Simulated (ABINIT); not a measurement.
# HfN: geometry relaxation (part 2 of 2)

Continued. System: HfN (Fm-3m, 2 atoms in the cell). Method: Kohn-Sham DFT of a periodic cell, PBE, PseudoDojo NC SR PBE v0.4.1 standard, no spin polarisation (ABINIT 10.8.3); cutoff 1142.88 eV, 8×8×8 k-mesh, fermi-dirac of 0.05 eV. The structure derives from an entry of the Crystallography Open Database.

Geometry of the input (Å; fractional positions):
```
0.0000  2.2560  2.2560
2.2560  0.0000  2.2560
2.2560  2.2560  0.0000
Hf 0.0000  0.0000  0.0000
N  0.5000  0.5000  0.5000
```

What the program printed, continued
```
 Cartesian coordinates (xcart) [bohr]
  0.00000000000000E+00  0.00000000000000E+00  0.00000000000000E+00
  4.29005962072877E+00  4.29005962072877E+00  4.29005962072877E+00
 Reduced coordinates (xred)
  0.00000000000000E+00  0.00000000000000E+00  0.00000000000000E+00
  5.00000000000000E-01  5.00000000000000E-01  5.00000000000000E-01
 Cartesian forces (fcart) [Ha/bohr]; max,rms= 0.00000E+00 0.00000E+00 (free atoms)
 -0.00000000000000E+00 -0.00000000000000E+00 -0.00000000000000E+00
 -0.00000000000000E+00 -0.00000000000000E+00 -0.00000000000000E+00
 Gradient of E wrt nuclear positions in reduced coordinates (gred)
  0.00000000000000E+00  0.00000000000000E+00  0.00000000000000E+00
  0.00000000000000E+00  0.00000000000000E+00  0.00000000000000E+00
 Scale of Primitive Cell (acell) [bohr]
  6.06706049902380E+00  6.06706049902380E+00  6.06706049902380E+00
 Real space primitive translations (rprimd) [bohr]
  0.00000000000000E+00  4.29005962072877E+00  4.29005962072877E+00
  4.29005962072877E+00  0.00000000000000E+00  4.29005962072877E+00
  4.29005962072877E+00  4.29005962072877E+00  0.00000000000000E+00
 Unitary Cell Volume (ucvol) [Bohr^3]=  1.57913761686623E+02
 Angles (23,13,12)= [degrees]
  6.00000000000000E+01  6.00000000000000E+01  6.00000000000000E+01
 Lengths [Bohr]
  6.06706049902380E+00  6.06706049902380E+00  6.06706049902380E+00
 Stress tensor in cartesian coordinates (strten) [Ha/bohr^3]
 -3.01633775785827E-05  0.00000000000000E+00  0.00000000000000E+00
  0.00000000000000E+00 -3.01633775785862E-05  0.00000000000000E+00
  0.00000000000000E+00  0.00000000000000E+00 -3.01633775785862E-05
 Total energy (etotal) [Ha]= -6.69117659750254E+01

 Difference of energy with previous step (new-old):
           Absolute (Ha)=-3.49066E-04
           Relative     =-5.21682E-06

--- Iteration: ( 3/50) Internal Cycle: (1/1)
--------------------------------------------------------------------------------

---SELF-CONSISTENT-FIELD CONVERGENCE--------------------------------------------

--- !BeginCycle
iteration_state: {dtset: 1, itime: 3, icycle: 1, }
solver: {iscf: 7, nstep: 80, nline: 4, wfoptalg: 0, }
tolerances: {tolvrs: 1.00E-12, }
...

     iter   Etot(hartree)      deltaE(h)  residm     vres2
 ETOT  1  -66.911755602450    -6.691E+01 6.536E-06 1.626E-01
 ETOT  2  -66.911759338706    -3.736E-06 1.767E-06 9.040E-02
 ETOT  3  -66.911769827142    -1.049E-05 1.198E-06 2.706E-02
 ETOT  4  -66.911773848781    -4.022E-06 6.053E-07 5.228E-05
 ETOT  5  -66.911773854184    -5.403E-09 2.467E-07 3.795E-07
 ETOT  6  -66.911773854222    -3.868E-11 1.764E-07 7.501E-10
 ETOT  7  -66.911773854220     1.890E-12 7.310E-08 1.903E-11
 ETOT  8  -66.911773854220     2.558E-13 5.281E-08 1.925E-14

 At SCF step    8       vres2   =  1.92E-14 < tolvrs=  1.00E-12 =>converged.

 Cartesian components of stress tensor (hartree/bohr^3)
  sigma(1 1)= -8.66053645E-07  sigma(3 2)=  0.00000000E+00
  sigma(2 2)= -8.66053645E-07  sigma(3 1)=  0.00000000E+00
  sigma(3 3)= -8.66053645E-07  sigma(2 1)=  0.00000000E+00

--- !ResultsGS
iteration_state: {dtset: 1, itime: 3, icycle: 1, }
comment   : Summary of ground state results
lattice_vectors:
- [  0.0000000,   4.2946654,   4.2946654, ]
- [  4.2946654,   0.0000000,   4.2946654, ]
- [  4.2946654,   4.2946654,   0.0000000, ]
lattice_lengths: [   6.07357,    6.07357,    6.07357, ]
lattice_angles: [ 60.000,  60.000,  60.000, ] # degrees, (23, 13, 12)
lattice_volume:   1.5842291E+02
convergence: {deltae:  2.558E-13, res2:  1.925E-14, residm:  5.281E-08, diffor: null, }
etotal    :  -6.69117739E+01
entropy   :   0.00000000E+00
fermie    :   5.05802857E-01
cartesian_stress_tensor: # hartree/bohr^3
- [ -8.66053645E-07,   0.00000000E+00,   0.00000000E+00, ]
- [  0.00000000E+00,  -8.66053645E-07,   0.00000000E+00, ]
- [  0.00000000E+00,   0.00000000E+00,  -8.66053645E-07, ]
pressure_GPa:   2.5480E-02
xred      :
- [  0.0000E+00,   0.0000E+00,   0.0000E+00, Hf]
- [  5.0000E-01,   5.0000E-01,   5.0000E-01,  N]
cartesian_forces: # hartree/bohr
- [ -0.00000000E+00,  -0.00000000E+00,  -0.00000000E+00, ]
- [ -0.00000000E+00,  -0.00000000E+00,  -0.00000000E+00, ]
force_length_stats: {min:   0.00000000E+00, max:   0.00000000E+00, mean:   0.00000000E+00, }
...

 Integrated electronic density in atomic spheres:
 ------------------------------------------------
 Atom  Sphere_radius  Integrated_density
    1        2.00000          8.45653331
    2        2.00000          5.23492464

---OUTPUT-----------------------------------------------------------------------

 Cartesian coordinates (xcart) [bohr]
  0.00000000000000E+00  0.00000000000000E+00  0.00000000000000E+00
  4.29466537494900E+00  4.29466537494900E+00  4.29466537494900E+00
 Reduced coordinates (xred)
  0.00000000000000E+00  0.00000000000000E+00  0.00000000000000E+00
  5.00000000000000E-01  5.00000000000000E-01  5.00000000000000E-01
 Cartesian forces (fcart) [Ha/bohr]; max,rms= 0.00000E+00 0.00000E+00 (free atoms)
 -0.00000000000000E+00 -0.00000000000000E+00 -0.00000000000000E+00
 -0.00000000000000E+00 -0.00000000000000E+00 -0.00000000000000E+00
 Gradient of E wrt nuclear positions in reduced coordinates (gred)
  0.00000000000000E+00  0.00000000000000E+00  0.00000000000000E+00
  0.00000000000000E+00  0.00000000000000E+00  0.00000000000000E+00
 Scale of Primitive Cell (acell) [bohr]
  6.07357401910701E+00  6.07357401910701E+00  6.07357401910701E+00
 Real space primitive translations (rprimd) [bohr]
  0.00000000000000E+00  4.29466537494900E+00  4.29466537494900E+00
  4.29466537494900E+00  0.00000000000000E+00  4.29466537494900E+00
  4.29466537494900E+00  4.29466537494900E+00  0.00000000000000E+00
 Unitary Cell Volume (ucvol) [Bohr^3]=  1.58422910615405E+02
 Angles (23,13,12)= [degrees]
  6.00000000000000E+01  6.00000000000000E+01  6.00000000000000E+01
 Lengths [Bohr]
  6.07357401910701E+00  6.07357401910701E+00  6.07357401910701E+00
 Stress tensor in cartesian coordinates (strten) [Ha/bohr^3]
 -8.66053644788672E-07  0.00000000000000E+00  0.00000000000000E+00
  0.00000000000000E+00 -8.66053644781734E-07  0.00000000000000E+00
  0.00000000000000E+00  0.00000000000000E+00 -8.66053644795611E-07
 Total energy (etotal) [Ha]= -6.69117738542202E+01

 Difference of energy with previous step (new-old):
           Absolute (Ha)=-7.87919E-06
           Relative     =-1.17755E-07

--- Iteration: ( 4/50) Internal Cycle: (1/1)
--------------------------------------------------------------------------------

---SELF-CONSISTENT-FIELD CONVERGENCE--------------------------------------------

--- !BeginCycle
iteration_state: {dtset: 1, itime: 4, icycle: 1, }
solver: {iscf: 7, nstep: 80, nline: 4, wfoptalg: 0, }
tolerances: {tolvrs: 1.00E-12, }
...

     iter   Etot(hartree)      deltaE(h)  residm     vres2
 ETOT  1  -66.911773844815    -6.691E+01 1.529E-08 1.428E-04
 ETOT  2  -66.911773848117    -3.302E-09 4.499E-09 7.916E-05
 ETOT  3  -66.911773857280    -9.163E-09 2.173E-09 2.386E-05
 ETOT  4  -66.911773860828    -3.548E-09 1.311E-09 4.600E-08
 ETOT  5  -66.911773860833    -4.931E-12 5.692E-10 3.293E-10
 ETOT  6  -66.911773860832     3.837E-13 3.914E-10 6.700E-13

 At SCF step    6       vres2   =  6.70E-13 < tolvrs=  1.00E-12 =>converged.

 Cartesian components of stress tensor (hartree/bohr^3)
  sigma(1 1)= -3.92414711E-09  sigma(3 2)=  0.00000000E+00
  sigma(2 2)= -3.92414711E-09  sigma(3 1)=  0.00000000E+00
  sigma(3 3)= -3.92414712E-09  sigma(2 1)=  0.00000000E+00

--- !ResultsGS
iteration_state: {dtset: 1, itime: 4, icycle: 1, }
comment   : Summary of ground state results
lattice_vectors:
- [  0.0000000,   4.2948020,   4.2948020, ]
- [  4.2948020,   0.0000000,   4.2948020, ]
- [  4.2948020,   4.2948020,   0.0000000, ]
lattice_lengths: [   6.07377,    6.07377,    6.07377, ]
lattice_angles: [ 60.000,  60.000,  60.000, ] # degrees, (23, 13, 12)
lattice_volume:   1.5843803E+02
convergence: {deltae:  3.837E-13, res2:  6.700E-13, residm:  3.914E-10, diffor: null, }
etotal    :  -6.69117739E+01
entropy   :   0.00000000E+00
fermie    :   5.05752134E-01
cartesian_stress_tensor: # hartree/bohr^3
- [ -3.92414711E-09,   0.00000000E+00,   0.00000000E+00, ]
- [  0.00000000E+00,  -3.92414711E-09,   0.00000000E+00, ]
- [  0.00000000E+00,   0.00000000E+00,  -3.92414712E-09, ]
pressure_GPa:   1.1545E-04
xred      :
- [  0.0000E+00,   0.0000E+00,   0.0000E+00, Hf]
- [  5.0000E-01,   5.0000E-01,   5.0000E-01,  N]
cartesian_forces: # hartree/bohr
- [ -0.00000000E+00,  -0.00000000E+00,  -0.00000000E+00, ]
- [ -0.00000000E+00,  -0.00000000E+00,  -0.00000000E+00, ]
force_length_stats: {min:   0.00000000E+00, max:   0.00000000E+00, mean:   0.00000000E+00, }
...

 Integrated electronic density in atomic spheres:
 ------------------------------------------------
 Atom  Sphere_radius  Integrated_density
    1        2.00000          8.45665686
    2        2.00000          5.23497063

---OUTPUT-----------------------------------------------------------------------

 Cartesian coordinates (xcart) [bohr]
  0.00000000000000E+00  0.00000000000000E+00  0.00000000000000E+00
  4.29480197693186E+00  4.29480197693186E+00  4.29480197693186E+00
 Reduced coordinates (xred)
  0.00000000000000E+00  0.00000000000000E+00  0.00000000000000E+00
  5.00000000000000E-01  5.00000000000000E-01  5.00000000000000E-01
 Cartesian forces (fcart) [Ha/bohr]; max,rms= 0.00000E+00 0.00000E+00 (free atoms)
 -0.00000000000000E+00 -0.00000000000000E+00 -0.00000000000000E+00
 -0.00000000000000E+00 -0.00000000000000E+00 -0.00000000000000E+00
 Gradient of E wrt nuclear positions in reduced coordinates (gred)
  0.00000000000000E+00  0.00000000000000E+00  0.00000000000000E+00
  0.00000000000000E+00  0.00000000000000E+00  0.00000000000000E+00
 Scale of Primitive Cell (acell) [bohr]
  6.07376720348381E+00  6.07376720348381E+00  6.07376720348381E+00
 Real space primitive translations (rprimd) [bohr]
  0.00000000000000E+00  4.29480197693186E+00  4.29480197693186E+00
  4.29480197693186E+00  0.00000000000000E+00  4.29480197693186E+00
  4.29480197693186E+00  4.29480197693186E+00  0.00000000000000E+00
 Unitary Cell Volume (ucvol) [Bohr^3]=  1.58438028141575E+02
 Angles (23,13,12)= [degrees]
  6.00000000000000E+01  6.00000000000000E+01  6.00000000000000E+01
 Lengths [Bohr]
  6.07376720348381E+00  6.07376720348381E+00  6.07376720348381E+00
 Stress tensor in cartesian coordinates (strten) [Ha/bohr^3]
 -3.92414711489208E-09  0.00000000000000E+00  0.00000000000000E+00
  0.00000000000000E+00 -3.92414711489208E-09  0.00000000000000E+00
  0.00000000000000E+00  0.00000000000000E+00 -3.92414711836153E-09
 Total energy (etotal) [Ha]= -6.69117738608321E+01

 Difference of energy with previous step (new-old):
           Absolute (Ha)=-6.61194E-09
           Relative     =-9.88158E-11

 At Broyd/MD step   4, gradients are converged :
  max grad (force/stress) = 3.9241E-07 < tolmxf= 2.0000E-05 ha/bohr (free atoms)

================================================================================

 ----iterations are completed or convergence reached----

 Mean square residual over all n,k,spin=   10.446E-13; max=  39.145E-11
 reduced coordinates (array xred) for    2 atoms
       0.000000000000      0.000000000000      0.000000000000
       0.500000000000      0.500000000000      0.500000000000
 rms dE/dt=  0.0000E+00; max dE/dt=  0.0000E+00; dE/dt below (all hartree)
    1       0.000000000000      0.000000000000      0.000000000000
    2       0.000000000000      0.000000000000      0.000000000000

 cartesian coordinates (angstrom) at end:
    1      0.00000000000000     0.00000000000000     0.00000000000000
    2      2.27271132999166     2.27271132999166     2.27271132999166

 cartesian forces (hartree/bohr) at end:
    1     -0.00000000000000    -0.00000000000000    -0.00000000000000
    2     -0.00000000000000    -0.00000000000000    -0.00000000000000
 frms,max,avg= 0.0000000E+00 0.0000000E+00   0.000E+00  0.000E+00  0.000E+00 h/b

 cartesian forces (eV/Angstrom) at end:
    1     -0.00000000000000    -0.00000000000000    -0.00000000000000
    2     -0.00000000000000    -0.00000000000000    -0.00000000000000
 frms,max,avg= 0.0000000E+00 0.0000000E+00   0.000E+00  0.000E+00  0.000E+00 e/A
 length scales=  6.073767203484  6.073767203484  6.073767203484 bohr
              =  3.214099186233  3.214099186233  3.214099186233 angstroms
 Fermi (or HOMO) energy (hartree) =   0.50575   Average Vxc (hartree)=  -0.48082
 Eigenvalues (hartree) for nkpt=  29  k points:
 kpt#   1, nband= 13, wtk=  0.00195, kpt=  0.0000  0.0000  0.0000 (reduced coord)
  -1.80315   -0.64130   -0.64130   -0.64130   -0.13365    0.39561    0.39561    0.39561
   0.49331    0.49331    0.49331    0.56438    0.57666
      occupation numbers for kpt#   1
   2.00000    2.00000    2.00000    2.00000    2.00000    2.00000    2.00000    2.00000
   1.99771    1.99771    1.99771    0.00000    0.00000
 prteigrs : prtvol=0 or 1, do not print more k-points.

--- !EnergyTerms
iteration_state     : {dtset: 1, itime: 4, icycle: 1, }
comment             : Components of total free energy in Hartree
kinetic             :  2.16424374976774E+01
hartree             :  6.90425933771412E+00
xc                  : -1.74048569042990E+01
Ewald energy        : -5.27154477418933E+01
psp_core            :  2.91356321334329E+00
local_psp           : -3.00119403662163E+01
non_local_psp       :  1.76046087213748E+00
internal            : -6.69115240915362E+01
'-kT*entropy'       : -2.49769295931955E-04
total_energy        : -6.69117738608321E+01
total_energy_eV     : -1.82076212293084E+03
band_energy         : -5.44064456626575E+00
...

 Cartesian components of stress tensor (hartree/bohr^3)
  sigma(1 1)= -3.92414711E-09  sigma(3 2)=  0.00000000E+00
  sigma(2 2)= -3.92414711E-09  sigma(3 1)=  0.00000000E+00
  sigma(3 3)= -3.92414712E-09  sigma(2 1)=  0.00000000E+00

-Cartesian components of stress tensor (GPa)         [Pressure=  1.1545E-04 GPa]
- sigma(1 1)= -1.15452394E-04  sigma(3 2)=  0.00000000E+00
- sigma(2 2)= -1.15452394E-04  sigma(3 1)=  0.00000000E+00
- sigma(3 3)= -1.15452394E-04  sigma(2 1)=  0.00000000E+00

== END DATASET(S) ==============================================================
================================================================================

 -outvars: echo values of variables after computation  --------
            acell      6.0737672035E+00  6.0737672035E+00  6.0737672035E+00 Bohr
           etotal     -6.6911773861E+01
            fcart     -0.0000000000E+00 -0.0000000000E+00 -0.0000000000E+00
                      -0.0000000000E+00 -0.0000000000E+00 -0.0000000000E+00
            rprim      0.0000000000E+00  7.0710678119E-01  7.0710678119E-01
                       7.0710678119E-01  0.0000000000E+00  7.0710678119E-01
                       7.0710678119E-01  7.0710678119E-01  0.0000000000E+00
           strten     -3.9241471149E-09 -3.9241471149E-09 -3.9241471184E-09
                       0.0000000000E+00  0.0000000000E+00  0.0000000000E+00
           xangst      0.0000000000E+00  0.0000000000E+00  0.0000000000E+00
                       2.2727113300E+00  2.2727113300E+00  2.2727113300E+00
             xred      0.0000000000E+00  0.0000000000E+00  0.0000000000E+00
                       5.0000000000E-01  5.0000000000E-01  5.0000000000E-01
 Calculation completed.
```

Trajectory as extended XYZ (Å, eV, eV/Å), 4 frames, from step=0 to step=3
```
2
Lattice="0.0000 2.2560 2.2560 2.2560 0.0000 2.2560 2.2560 2.2560 0.0000" Properties=species:S:1:pos:R:3:forces:R:3 step=0 energy=-1820.75241
Hf    0.0000    0.0000    0.0000    0.0000   0.0000   0.0000
N     2.2560    2.2560    2.2560    0.0000   0.0000   0.0000
2
Lattice="0.0000 2.2702 2.2702 2.2702 0.0000 2.2702 2.2702 2.2702 0.0000" Properties=species:S:1:pos:R:3:forces:R:3 step=1 energy=-1820.76191
Hf    0.0000    0.0000    0.0000    0.0000   0.0000   0.0000
N     2.2702    2.2702    2.2702    0.0000   0.0000   0.0000
2
Lattice="0.0000 2.2726 2.2726 2.2726 0.0000 2.2726 2.2726 2.2726 0.0000" Properties=species:S:1:pos:R:3:forces:R:3 step=2 energy=-1820.76212
Hf    0.0000    0.0000    0.0000    0.0000   0.0000   0.0000
N     2.2726    2.2726    2.2726    0.0000   0.0000   0.0000
2
Lattice="0.0000 2.2727 2.2727 2.2727 0.0000 2.2727 2.2727 2.2727 0.0000" Properties=species:S:1:pos:R:3:forces:R:3 step=3 energy=-1820.76212
Hf    0.0000    0.0000    0.0000    0.0000   0.0000   0.0000
N     2.2727    2.2727    2.2727    0.0000   0.0000   0.0000
```

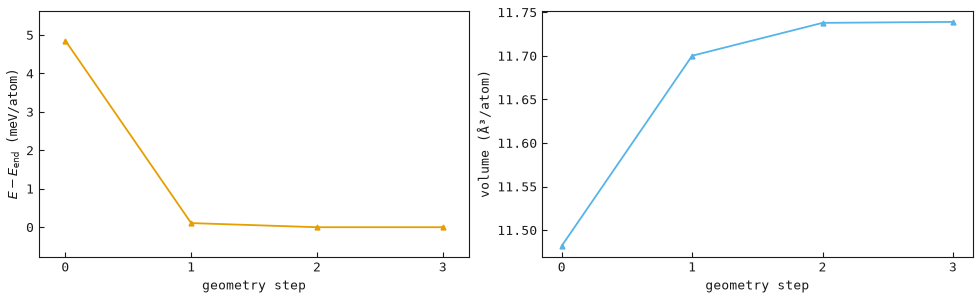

**Figure 1.** Progress of the relaxation, step by step (steps are counted from 0).

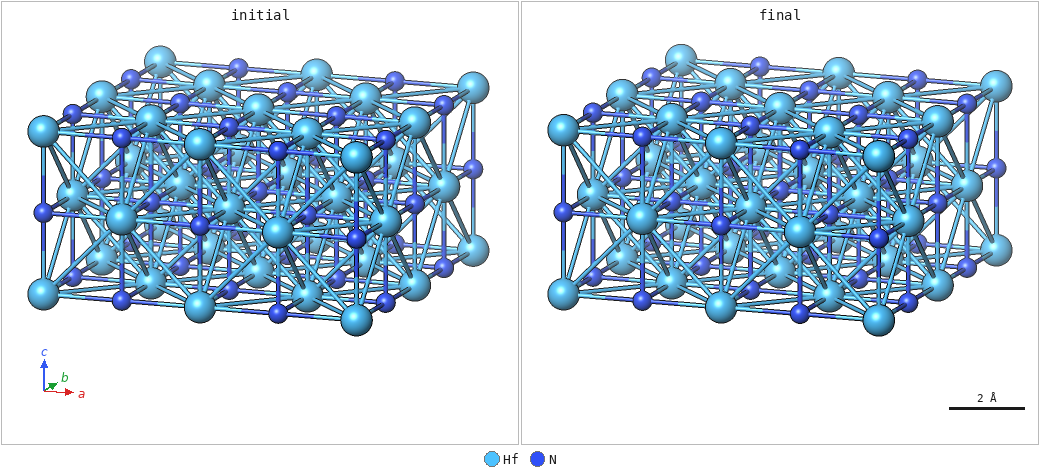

**Figure 2.** Before (left) and after (right) the relaxation, at one scale (ball-and-stick view of the cell 4 times as large as that of the calculation, set on its symmetry axes, repeated 2 × 2 × 1, seen slightly off an axis). No atom moves by more than 0.005 Å relative to the cell. Cell: a = b = c 4.512 → 4.545 Å (+0.7 %). Volume +2.2 %. Distances before and after: Hf1–Hf1 3.190 → 3.214 Å, Hf1–N2 2.256 → 2.273 Å. The space group stays Fm-3m (No. 225). The energy falls by 4.9 meV per atom in 3 geometry steps. All forces vanish by symmetry, so only the cell relaxes. (Atoms are counted from 1 in the order of the input.)

Summary

- outcome: converged
- space group (tolerance 0.01 Å): Fm-3m (225)
- electrons treated: 17
- free energy: −1820.7621 eV
- Fermi energy: 13.762 eV
- gap on the k-point mesh: none (metallic)
- pressure: 0.00 GPa
- final volume: 23.48 Å³
- largest force (length of the vector) at the end: under 0.001 eV/Å
- final cell: a = 3.214 Å, b = 3.214 Å, c = 3.214 Å, α = 60.00°, β = 60.00°, γ = 60.00°
- hardware: 1 thread of Arm Neoverse V1, 24 GiB of memory available, shared host
- wall time: 1.8 min
- peak memory: 0.09 GiB

Spin–orbit coupling is left out, which matters for Hf. The cell holds an odd number of electrons but the run has no spin polarisation, so it comes out as a metal.
